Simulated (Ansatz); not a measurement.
**Run report: Au, geometry relaxation (part 3 of 3)**

Au (Im-3m, 3 atoms in the cell); DFT PBEsol, scalar-relativistic, plane waves, PAW, no spin polarisation (Ansatz 0.2.0); cutoff 420 eV, 14×14×14 k-mesh, Gaussian smearing of 0.1 eV. The structure derives from a Materials Project entry. It belongs to a series of runs on one base structure; here: 0 of 3 Au sites taken by Cu, cell and atoms relaxed.

Geometry of the input (Å; fractional positions):
```
0.0000  0.0000  -3.2421
-3.2421  0.0000  0.0000
1.6211  4.8632  1.6211
Au 0.6667  0.6667  0.3333
Au 0.0000  0.0000  0.0000
Au 0.3333  0.3333  0.6667
```

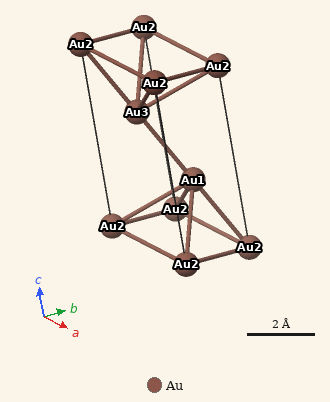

Figure 1. The geometry at step 8 of the log (ball-and-stick view of the cell of the calculation, seen at an oblique angle; atoms are numbered from 1 in the order of the input).

```
basis re-selected at this cell: Δ(F+E_penalty+E_count) = -6.026e-5 eV, ΔP = +0.001 GPa vs the last step (what re-selecting the basis moved, of the pressure what is left beyond the Pulay correction that the steps carried, after the strain that the cell walked since its last selection, with what the two solves' SCF thresholds leave and, on support functions, any second-order correction that the steps lacked; it is no measure of the basis error at this ecutwfc). This SCF's stress stands 6.20e-2 GPa from its target on what of the cell is left free (relax.cell.stress_tol is 1.50e-1 GPa) and its largest allowed force component is 1.62e-28 eV/Å (relax.f_tol is 1.50e-2 eV/Å): within both
SCF converged after 4 iterations
Free energy (F): -39021.300913 eV
Harris-Foulkes:  -39021.300913 eV  (|F-HF|=2.91e-11)
Internal energy: -39021.297490 eV  (E = F + TS)
E sigma→0 (E₀):  -39021.299202 eV
Entropy (-TS):   -0.003423 eV (-1.141 meV/atom)
Fermi energy:    20.472722 eV
--- Per-component energies (eV) ---
  E_band       = -628.736777
  E_kinetic    = 1813.982995
  E_local      = -5110.108343  (includes V_loc(G=0)·N_el)
  E_nonlocal   = 232.891886
  E_hartree    = 2174.572161
  E_xc         = -679.856270
  E_vxc        = -823.973145  (∫ρ·V_xc dr)
  E_paw        = -28697.116044  (= ΣΔE_a)
  E_vpaw       = -1090.678998  (= ΣTr[D̂ρ^β])
  E_aug_tail   = 0.004301  (compensation charges beyond the density's cutoff)
  E_ewald      = -8756.596612
  E_core_change = 0.928437  (= ΣΔE_core)
  E_smearing   = -0.003423  (= −TS)
  E_closure    = -0.000000  (closes the sum)
  Σ components = -39021.300913   (vs F -39021.300913, Δ=0.00e0)
--- Forces (eV/Å), atoms counted from 1 ---
  atom   1  Au    -0.00000000     0.00000000     0.00000000
  atom   2  Au    -0.00000000     0.00000000    -0.00000000
  atom   3  Au    -0.00000000     0.00000000    -0.00000000
  max |Σ_I F_I| component: 2.46e-28 eV/Å
--- Stress (GPa, compression-positive) ---
       -0.004339       0.000000      -0.000000
        0.000000       0.061971      -0.000000
       -0.000000      -0.000000      -0.004339
  P = ⅓ Tr σ = 0.0178 GPa (0.178 kbar)
--- Band table (eV; the first three rows and the last of 244) ---
  k-point 0: bands = ["-84.9990", "-84.9865", "-84.9865", "-36.4595", "-36.4595", "-36.3653", "-36.3653", "-36.3653", "-36.3653", "-36.2979", "-36.2966", "-36.2966", "10.5461", "13.6566", "13.6566", "14.2065", "14.2065", "15.7466", "15.7466", "15.9315", "17.2446", "17.4450", "17.5757", "17.5757", "17.8217", "17.8217", "17.8217", "17.8217", "18.1719", "18.1719", "32.7261", "32.7261", "32.7261", "32.7261", "33.1004"]
  k-point 1: bands = ["-84.9989", "-84.9876", "-84.9855", "-36.4724", "-36.4453", "-36.3709", "-36.3709", "-36.3591", "-36.3591", "-36.2992", "-36.2971", "-36.2971", "10.5736", "13.5969", "13.6526", "14.0851", "14.3418", "15.7587", "15.7587", "15.9164", "17.1110", "17.2510", "17.4298", "17.5819", "17.5819", "18.0566", "18.0566", "18.0830", "18.1570", "18.2545", "31.8371", "32.1175", "32.1175", "33.3853", "33.3853"]
  k-point 2: bands = ["-84.9986", "-84.9888", "-84.9845", "-36.4838", "-36.4302", "-36.3759", "-36.3759", "-36.3526", "-36.3526", "-36.3028", "-36.2987", "-36.2987", "10.6557", "13.4484", "13.6125", "13.9794", "14.4887", "15.7947", "15.7947", "15.8718", "16.7897", "17.2702", "17.3436", "17.3436", "17.3849", "17.9901", "18.2790", "18.2790", "18.3287", "18.8220", "30.6221", "31.5720", "31.5720", "34.0816", "34.0816"]
  k-point 243: bands = ["-84.9836", "-84.9836", "-84.9836", "-36.4993", "-36.4944", "-36.4446", "-36.4347", "-36.3878", "-36.3869", "-36.3868", "-36.3846", "-36.3797", "13.5537", "13.6766", "13.8541", "13.9559", "14.5455", "15.1666", "15.4651", "17.2154", "17.7289", "18.1433", "18.1955", "18.3333", "18.8076", "18.8079", "18.8096", "22.2923", "22.8370", "25.0190", "25.7194", "25.8746", "26.5017", "27.1001", "29.7857"]
--- Relaxed structure (12 steps of the walk, 11 accepted, 2 SCFs on fresh bases) ---
  F+E_penalty+E_count = -39021.30091317 eV   max|allowed force component| = 1.620e-28 eV/Å   (the final SCF, on the basis selected at the relaxed cell)
  cell:  # Å, volume = 51.0361 Å³
    - [1.3109126795209961e-33, 1.2338001689609376e-33, -2.9068557672421833]
    - [-2.9068557672421833, 6.773633029877877e-34, 1.3109126795209961e-33]
    - [1.4534278836210917, 6.039907933538387, 1.4534278836210917]
  atoms:
    - { symbol: Au, position: [0.6666666666666665, 0.6666666666666665, 0.3333333333333333] }
    - { symbol: Au, position: [-2.5272239443854944e-37, -2.7890776474488956e-37, -5.062504925788324e-37] }
    - { symbol: Au, position: [0.3333333333333333, 0.3333333333333333, 0.6666666666666666] }
```

Trajectory as extended XYZ (Å, eV, eV/Å), 14 frames, from step=1 to step=14:
```
3
Lattice="0.0000 0.0000 -3.2421 -3.2421 0.0000 0.0000 1.6211 4.8632 1.6211" Properties=species:S:1:pos:R:3:forces:R:3 step=1 energy=-39021.23353 pressure_GPa=0.24
Au   -1.6211    1.6211   -1.6211    0.0000   0.0000   0.0000
Au    0.0000    0.0000    0.0000    0.0000   0.0000   0.0000
Au    0.0000    3.2421    0.0000    0.0000   0.0000   0.0000
3
Lattice="0.0000 0.0000 -3.2365 -3.2365 0.0000 0.0000 1.6182 4.9013 1.6182" Properties=species:S:1:pos:R:3:forces:R:3 step=2 energy=-39021.23460 pressure_GPa=-0.49
Au   -1.6182    1.6338   -1.6182    0.0000   0.0000   0.0000
Au    0.0000    0.0000    0.0000    0.0000   0.0000   0.0000
Au    0.0000    3.2675    0.0000    0.0000   0.0000   0.0000
3
Lattice="0.0000 0.0000 -3.1907 -3.1907 0.0000 0.0000 1.5954 5.0728 1.5954" Properties=species:S:1:pos:R:3:forces:R:3 step=3 energy=-39021.23808 pressure_GPa=-1.48
Au   -1.5954    1.6909   -1.5954    0.0000   0.0000   0.0000
Au    0.0000    0.0000    0.0000    0.0000   0.0000   0.0000
Au    0.0000    3.3819    0.0000    0.0000   0.0000   0.0000
3
Lattice="0.0000 0.0000 -3.1142 -3.1142 0.0000 0.0000 1.5571 5.3099 1.5571" Properties=species:S:1:pos:R:3:forces:R:3 step=4 energy=-39021.25106 pressure_GPa=-1.10
Au   -1.5571    1.7700   -1.5571    0.0000   0.0000   0.0000
Au    0.0000    0.0000    0.0000    0.0000   0.0000   0.0000
Au    0.0000    3.5399    0.0000    0.0000   0.0000   0.0000
3
Lattice="0.0000 0.0000 -3.0341 -3.0341 0.0000 0.0000 1.5170 5.5448 1.5170" Properties=species:S:1:pos:R:3:forces:R:3 step=5 energy=-39021.26201 pressure_GPa=0.08
Au   -1.5170    1.8483   -1.5170    0.0000   0.0000   0.0000
Au    0.0000    0.0000    0.0000    0.0000   0.0000   0.0000
Au    0.0000    3.6966    0.0000    0.0000   0.0000   0.0000
3
Lattice="0.0000 0.0000 -2.9612 -2.9612 0.0000 0.0000 1.4806 5.7870 1.4806" Properties=species:S:1:pos:R:3:forces:R:3 step=6 energy=-39021.26383 pressure_GPa=0.16
Au   -1.4806    1.9290   -1.4806    0.0000   0.0000   0.0000
Au    0.0000    0.0000    0.0000    0.0000   0.0000   0.0000
Au    0.0000    3.8580    0.0000    0.0000   0.0000   0.0000
3
Lattice="0.0000 0.0000 -3.1193 -3.1193 0.0000 0.0000 1.5596 5.8723 1.5596" Properties=species:S:1:pos:R:3:forces:R:3 step=7 energy=-39020.92727 pressure_GPa=-15.54 accepted=F
Au   -1.5596    1.9574   -1.5596    0.0000   0.0000   0.0000
Au    0.0000    0.0000    0.0000    0.0000   0.0000   0.0000
Au    0.0000    3.9149    0.0000    0.0000   0.0000   0.0000
3
Lattice="0.0000 0.0000 -2.9922 -2.9922 0.0000 0.0000 1.4961 5.6870 1.4961" Properties=species:S:1:pos:R:3:forces:R:3 step=8 energy=-39021.26640 pressure_GPa=0.00
Au   -1.4961    1.8957   -1.4961    0.0000   0.0000   0.0000
Au    0.0000    0.0000    0.0000    0.0000   0.0000   0.0000
Au    0.0000    3.7914    0.0000    0.0000   0.0000   0.0000
3
Lattice="0.0000 0.0000 -2.9841 -2.9841 0.0000 0.0000 1.4921 5.7143 1.4921" Properties=species:S:1:pos:R:3:forces:R:3 step=9 energy=-39021.26669 pressure_GPa=0.01
Au   -1.4921    1.9048   -1.4921    0.0000   0.0000   0.0000
Au    0.0000    0.0000    0.0000    0.0000   0.0000   0.0000
Au    0.0000    3.8095    0.0000    0.0000   0.0000   0.0000
3
Lattice="0.0000 0.0000 -2.9841 -2.9841 0.0000 0.0000 1.4921 5.7143 1.4921" Properties=species:S:1:pos:R:3:forces:R:3 step=10 energy=-39021.28473 pressure_GPa=0.72
Au   -1.4921    1.9048   -1.4921    0.0000   0.0000   0.0000
Au    0.0000    0.0000    0.0000    0.0000   0.0000   0.0000
Au    0.0000    3.8095    0.0000    0.0000   0.0000   0.0000
3
Lattice="0.0000 0.0000 -2.9566 -2.9566 0.0000 0.0000 1.4783 5.8286 1.4783" Properties=species:S:1:pos:R:3:forces:R:3 step=11 energy=-39021.29445 pressure_GPa=0.43
Au   -1.4783    1.9429   -1.4783    0.0000   0.0000   0.0000
Au    0.0000    0.0000    0.0000    0.0000   0.0000   0.0000
Au    0.0000    3.8858    0.0000    0.0000   0.0000   0.0000
3
Lattice="0.0000 0.0000 -2.9196 -2.9196 0.0000 0.0000 1.4598 5.9834 1.4598" Properties=species:S:1:pos:R:3:forces:R:3 step=12 energy=-39021.30032 pressure_GPa=0.17
Au   -1.4598    1.9945   -1.4598    0.0000   0.0000   0.0000
Au    0.0000    0.0000    0.0000    0.0000   0.0000   0.0000
Au    0.0000    3.9889    0.0000    0.0000   0.0000   0.0000
3
Lattice="0.0000 0.0000 -2.9069 -2.9069 0.0000 0.0000 1.4534 6.0399 1.4534" Properties=species:S:1:pos:R:3:forces:R:3 step=13 energy=-39021.30085 pressure_GPa=0.02
Au   -1.4534    2.0133   -1.4534    0.0000   0.0000   0.0000
Au    0.0000    0.0000    0.0000    0.0000   0.0000   0.0000
Au    0.0000    4.0266    0.0000    0.0000   0.0000   0.0000
3
Lattice="0.0000 0.0000 -2.9069 -2.9069 0.0000 0.0000 1.4534 6.0399 1.4534" Properties=species:S:1:pos:R:3:forces:R:3 step=14 energy=-39021.30091 pressure_GPa=0.02
Au   -1.4534    2.0133   -1.4534    0.0000   0.0000   0.0000
Au    0.0000    0.0000    0.0000    0.0000   0.0000   0.0000
Au    0.0000    4.0266    0.0000    0.0000   0.0000   0.0000
```

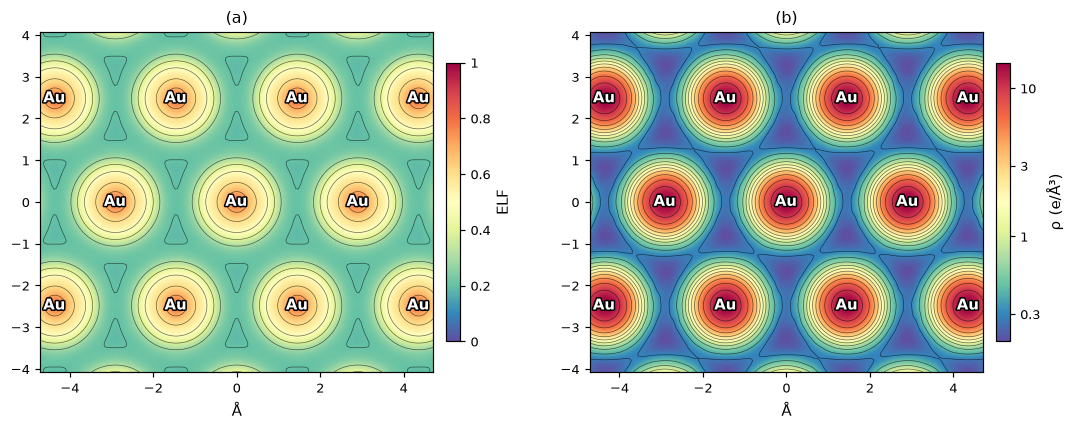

Figure 2. (a) ELF; (b) valence charge density (pseudo) on the (101) plane of the calculation cell. The section cuts through Au sites. Au–Au (2.91 Å): ρ at the midpoint is about 0.27 e/Å³; the ELF is about 0.20 at the midpoint; no localised pair between them. Away from the nuclei the density in this plane falls to 0.2 e/Å³ at its lowest. The strong features right at Au lie inside the PAW spheres (semicore, d or f shells) and say nothing about bonding. In a PAW calculation such maps are meaningful between the atoms, not at the nuclei.

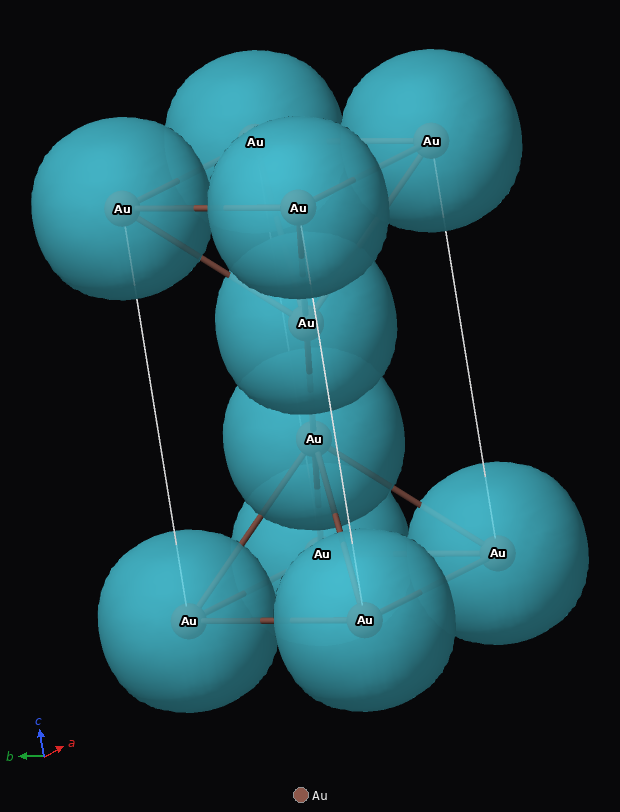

Figure 3. Isosurface of the valence charge density (pseudo) at 0.4 e/Å³ (cyan), seen at an oblique angle. Sticks mark near contacts. The outline is the calculation cell. At this value the density breaks into separate islands; it holds about 85 % of the electrons treated as valence (semicore included). It is pinched off along the Au–Au (2.88 Å) contacts. On the grid the lowest density along these lines, outside the cores, is 0.29 e/Å³ (Au–Au, 2.88 Å).
